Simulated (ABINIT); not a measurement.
## Pt: geometry relaxation (part 1 of 2)

The run: geometry relaxation of Pt (1 atom in the cell). Method and program: Kohn-Sham DFT of a periodic cell, PBE, JTH PAW PBE v2.0, no spin polarisation (ABINIT 10.8.3).

The structure derives from an entry of the Crystallography Open Database.

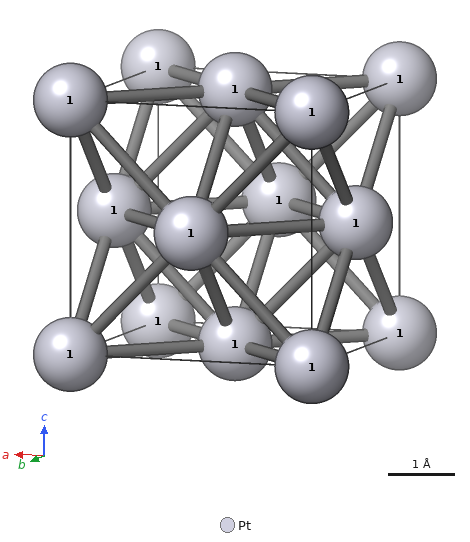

Figure 1. The structure as given in the input (ball-and-stick view of the cell 4 times as large as that of the calculation, set on its symmetry axes, seen at an oblique angle; atoms are numbered from 1 in the order of the input). An atom can appear more than once, as a periodic image. Near neighbours in the periodic cell (some may lie outside the picture): Pt has 12 Pt at 2.77 Å.

## Results in brief

```csv
quantity,value
outcome,converged
space group (tolerance 0.01 Å),Fm-3m (225)
electrons treated,10
free energy,−735.2989 eV
Fermi energy,8.654 eV
gap on the k-point mesh,none (metallic)
pressure,0.00 GPa
final volume,15.70 Å³
largest force (length of the vector) at the end,under 0.001 eV/Å
final cell,"a = 2.811 Å, b = 2.811 Å, c = 2.811 Å, α = 60.00°, β = 60.00°, γ = 60.00°"
hardware,"1 thread of Arm Neoverse N1, 24 GiB of memory available, shared host"
wall time,66 s
peak memory,0.1 GiB
```

Spin–orbit coupling is left out, which matters for Pt.

## The input
```
# Pseudopotentials
pp_dirpath "./"
pseudos "Pt.GGA_PBE-JTH.xml"

# Structure
acell 3*1.0 Angstrom
rprim
     0.0000000000     1.9609000000     1.9609000000
     1.9609000000     0.0000000000     1.9609000000
     1.9609000000     1.9609000000     0.0000000000
ntypat 1
znucl 78
natom 1
typat 1
xred
     0.0000000000     0.0000000000     0.0000000000
chkprim 0
chksymtnons 0
tolsym 1.0e-6

# Plane-wave basis
ecut 16.0
pawecutdg 32.0
pawxcdev 0
pawovlp -1

# k points
kptopt 1
ngkpt 12 12 12
nshiftk 1
shiftk 0.0 0.0 0.0

# Exchange and correlation
ixc 11

# Bands and occupations
nband 9
occopt 3
tsmear 0.00183747

# SCF cycle
nstep 100
tolvrs 1.0e-9

# Output
iomode 3
prtwf 0
prtden 0
prteig 0
prtebands 0

# Relaxation
ionmov 2
ntime 60
tolmxf 5.0e-5
optcell 2
dilatmx 1.08
ecutsm 0.5
```

Launch command:
```bash
abinit run.abi > log 2>&1
```

## What the program printed
```
.Version 10.8.3 of ABINIT
 Symmetries : space group Fm -3 m (#225); Bravais cF (face-center cubic)
================================================================================
 Values of the parameters that define the memory need of the present run
     intxc =       0    ionmov =       2      iscf =      17    lmnmax =      18
     lnmax =       6     mgfft =      24  mpssoang =       3    mqgrid =    3001
     natom =       1  nloc_mem =       2    nspden =       1   nspinor =       1
    nsppol =       1      nsym =      48    n1xccc =       1    ntypat =       1
    occopt =       3   xclevel =       2
       mpw =         403          nfft =       13824          nkpt =          72
 PAW method is used; the additional fine FFT grid is defined by:
   mgfftf=        30    nfftf =     27000
================================================================================
================================================================================

--------------------------------------------------------------------------------
------------- Echo of variables that govern the present computation ------------
--------------------------------------------------------------------------------
 -outvars: echo values of preprocessed input variables --------
            acell      1.8897261259E+00  1.8897261259E+00  1.8897261259E+00 Bohr
              amu      1.95080000E+02
          chkprim           0
      chksymtnons           0
          dilatmx      1.08000000E+00
             ecut      1.60000000E+01 Hartree
           ecutsm      5.00000000E-01 Hartree
           ionmov           2
                       outvar_i_n : Printing only first  50 k-points.
              ixc          11
                       outvar_i_n : Printing only first  50 k-points.
         kptrlatt       12    0    0      0   12    0      0    0   12
          kptrlen      6.28855057E+01
            natom           1
            nband           9
            ngfft          24      24      24
          ngfftdg          30      30      30
             nkpt          72
            nstep         100
             nsym          48
            ntime          60
           ntypat           1
                       prtocc : prtvol=0, do not print more k-points.
           occopt           3
          optcell           2
        pawecutdg      3.20000000E+01 Hartree
          pawovlp     -1.0000000000E+00
         pawxcdev           0
           prtden           0
        prtebands           0
           prteig           0
            prtwf           0
            rprim      0.0000000000E+00  1.9609000000E+00  1.9609000000E+00
                       1.9609000000E+00  0.0000000000E+00  1.9609000000E+00
                       1.9609000000E+00  1.9609000000E+00  0.0000000000E+00
          spgroup         225
           tolsym      1.00000000E-06
           tolvrs      1.00000000E-09
           tsmear      1.83747000E-03 Hartree
            typat      1
           useylm           1
                       outvars : Printing only first  50 k-points.
            znucl       78.00000

================================================================================

 chkinp: Checking input parameters for consistency.

================================================================================
== DATASET  1 ==================================================================

--- !DatasetInfo
iteration_state: {dtset: 1, }
dimensions: {natom: 1, nkpt: 72, mband: 9, nsppol: 1, nspinor: 1, nspden: 1, mpw: 403, }
cutoff_energies: {ecut:  16.0, pawecutdg:  32.0, }
electrons: {nelect:   1.00000000E+01, charge:   0.00000000E+00, occopt:   3.00000000E+00, tsmear:   1.83747000E-03, }
meta: {optdriver: 0, ionmov: 2, optcell: 2, iscf: 17, paral_kgb: 0, }
...

 Exchange-correlation functional for the present dataset will be:
  GGA: Perdew-Burke-Ernzerhof functional - ixc=11
  J.P.Perdew, K.Burke, M.Ernzerhof, PRL 77, 3865 (1996)

 Real(R)+Recip(G) space primitive vectors, cartesian coordinates (Bohr,Bohr^-1):
 R(1)=  0.0000000  3.7055640  3.7055640  G(1)= -0.1349322  0.1349322  0.1349322
 R(2)=  3.7055640  0.0000000  3.7055640  G(2)=  0.1349322 -0.1349322  0.1349322
 R(3)=  3.7055640  3.7055640  0.0000000  G(3)=  0.1349322  0.1349322 -0.1349322
 Unit cell volume ucvol=  1.0176371E+02 bohr^3
 Angles (23,13,12)=  6.00000000E+01  6.00000000E+01  6.00000000E+01 degrees

 Coarse grid specifications (used for wave-functions):

 getcut: wavevector=  0.0000  0.0000  0.0000  ngfft=  24  24  24
         ecut(hartree)=     18.662   => boxcut(ratio)=   2.35501

 getcut : COMMENT -
  Note that boxcut > 2.2 ; recall that boxcut=Gcut(box)/Gcut(sphere) = 2
  is sufficient for exact treatment of convolution.
  Such a large boxcut is a waste : you could raise ecut
  e.g. ecut=   25.875790 Hartrees makes boxcut=2

 Fine grid specifications (used for densities):

 getcut: wavevector=  0.0000  0.0000  0.0000  ngfft=  30  30  30
         ecut(hartree)=     37.325   => boxcut(ratio)=   2.08387

--- Pseudopotential description ------------------------------------------------
- pspini: atom type   1  psp file is ./Pt.GGA_PBE-JTH.xml
 Pseudopotential format is: paw10
 basis_size (lnmax)=  6 (lmn_size= 18), orbitals=   0   0   1   1   2   2
 Spheres core radius: rc_sph= 2.51621648
 Shapefunction is SIN type: shapef(r)=[sin(pi*r/rshp)/(pi*r/rshp)]**2
 Radius for shape functions =  2.25451594
 Compensation charge density is not taken into account in XC energy/potential

   3.18926860E+02                                ecore*ucvol(ha*bohr**3)
--------------------------------------------------------------------------------

================================================================================

=== [ionmov= 2] Broyden-Fletcher-Goldfarb-Shanno method (forces)
================================================================================

--- Iteration: ( 1/60) Internal Cycle: (1/1)
--------------------------------------------------------------------------------

---SELF-CONSISTENT-FIELD CONVERGENCE--------------------------------------------

--- !BeginCycle
iteration_state: {dtset: 1, itime: 1, icycle: 1, }
solver: {iscf: 17, nstep: 100, nline: 4, wfoptalg: 10, }
tolerances: {tolvrs: 1.00E-09, }
...

     iter   Etot(hartree)      deltaE(h)  residm     nres2
 ETOT  1  -26.910945059208    -2.691E+01 6.354E-01 9.632E+00
 ETOT  2  -27.050985999342    -1.400E-01 4.927E-02 5.402E+00
 ETOT  3  -27.021647738535     2.934E-02 1.243E-02 7.174E-01
 ETOT  4  -27.021637321674     1.042E-05 3.090E-03 3.001E-01
 ETOT  5  -27.020936635295     7.007E-04 8.665E-04 6.840E-02
 ETOT  6  -27.021013120639    -7.649E-05 6.742E-04 4.388E-02
 ETOT  7  -27.021002620385     1.050E-05 7.219E-04 2.101E-02
 ETOT  8  -27.020983699913     1.892E-05 3.016E-04 9.347E-03
 ETOT  9  -27.020976275471     7.424E-06 5.146E-04 4.063E-03
 ETOT 10  -27.020974379720     1.896E-06 2.175E-04 2.954E-03
 ETOT 11  -27.020982019456    -7.640E-06 3.317E-04 5.549E-03
 ETOT 12  -27.020967125060     1.489E-05 1.476E-04 8.274E-05
 ETOT 13  -27.020967894070    -7.690E-07 1.868E-04 1.129E-06
 ETOT 14  -27.020967919416    -2.535E-08 8.500E-05 1.122E-06
 ETOT 15  -27.020967923581    -4.166E-09 1.020E-04 1.599E-06
 ETOT 16  -27.020967919254     4.328E-09 4.817E-05 1.977E-07
 ETOT 17  -27.020967919222     3.177E-11 5.472E-05 6.121E-09
 ETOT 18  -27.020967919316    -9.361E-11 2.663E-05 1.310E-08
 ETOT 19  -27.020967919379    -6.307E-11 2.917E-05 2.916E-08
 ETOT 20  -27.020967919305     7.354E-11 1.449E-05 7.229E-09
 ETOT 21  -27.020967919288     1.686E-11 1.553E-05 4.028E-10

 At SCF step   21       nres2   =  4.03E-10 < tolvrs=  1.00E-09 =>converged.

 Cartesian components of stress tensor (hartree/bohr^3)
  sigma(1 1)= -3.82609406E-04  sigma(3 2)=  0.00000000E+00
  sigma(2 2)= -3.82609406E-04  sigma(3 1)=  0.00000000E+00
  sigma(3 3)= -3.82609406E-04  sigma(2 1)=  0.00000000E+00

--- !ResultsGS
iteration_state: {dtset: 1, itime: 1, icycle: 1, }
comment   : Summary of ground state results
lattice_vectors:
- [  0.0000000,   3.7055640,   3.7055640, ]
- [  3.7055640,   0.0000000,   3.7055640, ]
- [  3.7055640,   3.7055640,   0.0000000, ]
lattice_lengths: [   5.24046,    5.24046,    5.24046, ]
lattice_angles: [ 60.000,  60.000,  60.000, ] # degrees, (23, 13, 12)
lattice_volume:   1.0176371E+02
convergence: {deltae:  1.686E-11, res2:  4.028E-10, residm:  1.553E-05, diffor: null, }
etotal    :  -2.70209679E+01
entropy   :   0.00000000E+00
fermie    :   3.43026241E-01
cartesian_stress_tensor: # hartree/bohr^3
- [ -3.82609406E-04,   0.00000000E+00,   0.00000000E+00, ]
- [  0.00000000E+00,  -3.82609406E-04,   0.00000000E+00, ]
- [  0.00000000E+00,   0.00000000E+00,  -3.82609406E-04, ]
pressure_GPa:   1.1257E+01
xred      :
- [  0.0000E+00,   0.0000E+00,   0.0000E+00, Pt]
cartesian_forces: # hartree/bohr
- [ -0.00000000E+00,  -0.00000000E+00,  -0.00000000E+00, ]
force_length_stats: {min:   0.00000000E+00, max:   0.00000000E+00, mean:   0.00000000E+00, }
...

 Integrated electronic density in atomic spheres:
 ------------------------------------------------
 Atom  Sphere_radius  Integrated_density
    1        2.51622          8.64922947

---OUTPUT-----------------------------------------------------------------------

 Cartesian coordinates (xcart) [bohr]
  0.00000000000000E+00  0.00000000000000E+00  0.00000000000000E+00
 Reduced coordinates (xred)
  0.00000000000000E+00  0.00000000000000E+00  0.00000000000000E+00
 Cartesian forces (fcart) [Ha/bohr]; max,rms= 0.00000E+00 0.00000E+00 (free atoms)
 -0.00000000000000E+00 -0.00000000000000E+00 -0.00000000000000E+00
 Gradient of E wrt nuclear positions in reduced coordinates (gred)
  0.00000000000000E+00  0.00000000000000E+00  0.00000000000000E+00
 Scale of Primitive Cell (acell) [bohr]
  1.88972612590778E+00  1.88972612590778E+00  1.88972612590778E+00
 Real space primitive translations (rprimd) [bohr]
  0.00000000000000E+00  3.70556396029257E+00  3.70556396029257E+00
  3.70556396029257E+00  0.00000000000000E+00  3.70556396029257E+00
  3.70556396029257E+00  3.70556396029257E+00  0.00000000000000E+00
 Unitary Cell Volume (ucvol) [Bohr^3]=  1.01763711302848E+02
 Angles (23,13,12)= [degrees]
  6.00000000000000E+01  6.00000000000000E+01  6.00000000000000E+01
 Lengths [Bohr]
  5.24045880888671E+00  5.24045880888671E+00  5.24045880888671E+00
 Stress tensor in cartesian coordinates (strten) [Ha/bohr^3]
 -3.82609406297221E-04  0.00000000000000E+00  0.00000000000000E+00
  0.00000000000000E+00 -3.82609406297228E-04  0.00000000000000E+00
  0.00000000000000E+00  0.00000000000000E+00 -3.82609406297234E-04
 Total energy (etotal) [Ha]= -2.70209679192882E+01

--- Iteration: ( 2/60) Internal Cycle: (1/1)
--------------------------------------------------------------------------------

---SELF-CONSISTENT-FIELD CONVERGENCE--------------------------------------------

--- !BeginCycle
iteration_state: {dtset: 1, itime: 2, icycle: 1, }
solver: {iscf: 17, nstep: 100, nline: 4, wfoptalg: 10, }
tolerances: {tolvrs: 1.00E-09, }
...

     iter   Etot(hartree)      deltaE(h)  residm     nres2
 ETOT  1  -27.020847116452    -2.702E+01 1.662E-04 3.800E-01
 ETOT  2  -27.021821268517    -9.742E-04 9.491E-06 2.313E-02
 ETOT  3  -27.021714014748     1.073E-04 2.906E-05 1.813E-03
 ETOT  4  -27.021720221580    -6.207E-06 3.388E-06 6.512E-04
 ETOT  5  -27.021719683564     5.380E-07 4.431E-06 1.319E-04
 ETOT  6  -27.021719466721     2.168E-07 1.582E-06 2.344E-05
 ETOT  7  -27.021719545894    -7.917E-08 1.829E-06 7.357E-06
 ETOT  8  -27.021719525734     2.016E-08 5.741E-07 1.344E-08
 ETOT  9  -27.021719532506    -6.772E-09 9.320E-07 4.136E-07
 ETOT 10  -27.021719531971     5.351E-10 3.162E-07 1.461E-07
 ETOT 11  -27.021719531771     2.001E-10 5.765E-07 1.679E-08
 ETOT 12  -27.021719531787    -1.623E-11 2.004E-07 4.206E-10

 At SCF step   12       nres2   =  4.21E-10 < tolvrs=  1.00E-09 =>converged.

 Cartesian components of stress tensor (hartree/bohr^3)
  sigma(1 1)= -5.28803794E-05  sigma(3 2)=  0.00000000E+00
  sigma(2 2)= -5.28803794E-05  sigma(3 1)=  0.00000000E+00
  sigma(3 3)= -5.28803794E-05  sigma(2 1)=  0.00000000E+00
```
